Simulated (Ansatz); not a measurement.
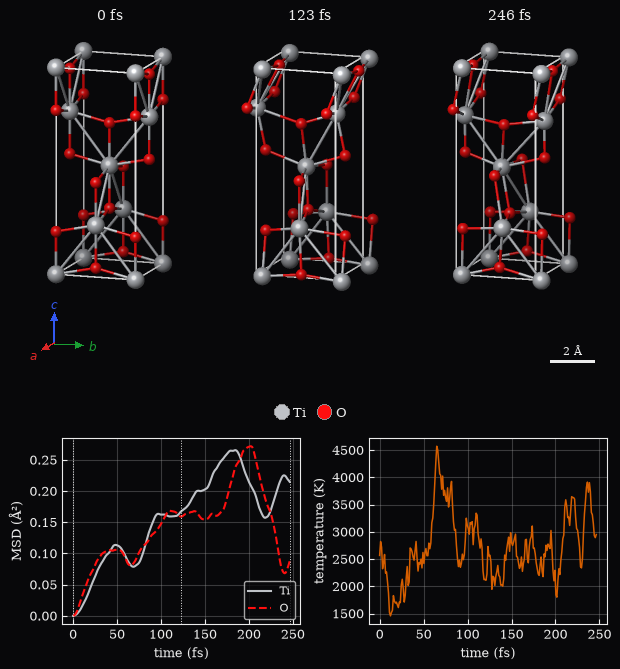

Molecular dynamics of a 12-atom cell of TiO2 (set up in I4_1/amd), 246 fs long. The cell was cut from the crystal with space group I4_1/amd. Frames and the history of the run. A ball-and-stick model of the simulation cell, seen slightly off an axis. Bonds to atoms that aren't drawn are left out.

Theory: DFT PBEsol, scalar-relativistic, plane waves, PAW in Ansatz 0.2.0. Run with plane-wave cutoff 420 eV; k-point mesh 3 × 3 × 1; Fermi-Dirac smearing 0.24 eV; volume 1.05 times that of the relaxed crystal; Langevin thermostat (NVT); set temperature 2800 K; time step 1.12 fs; friction 0.02 per fs.

**What do the frames and curves show?**

The mean temperature in the second half is 2722 K (standard deviation 489 K). The potential energy in the second half lies on average 347 meV per atom above the first frame. Root-mean-square distances from the starting positions over the second half, with the common drift of all atoms taken out: Ti 0.46 Å, O 0.42 Å. Against the typical shortest distance between atoms in the first frame, about 2.0 Å these are large excursions, but over 246 fs one can't yet tell strong vibration from the start of diffusion.

PAW datasets: the set soft_1.
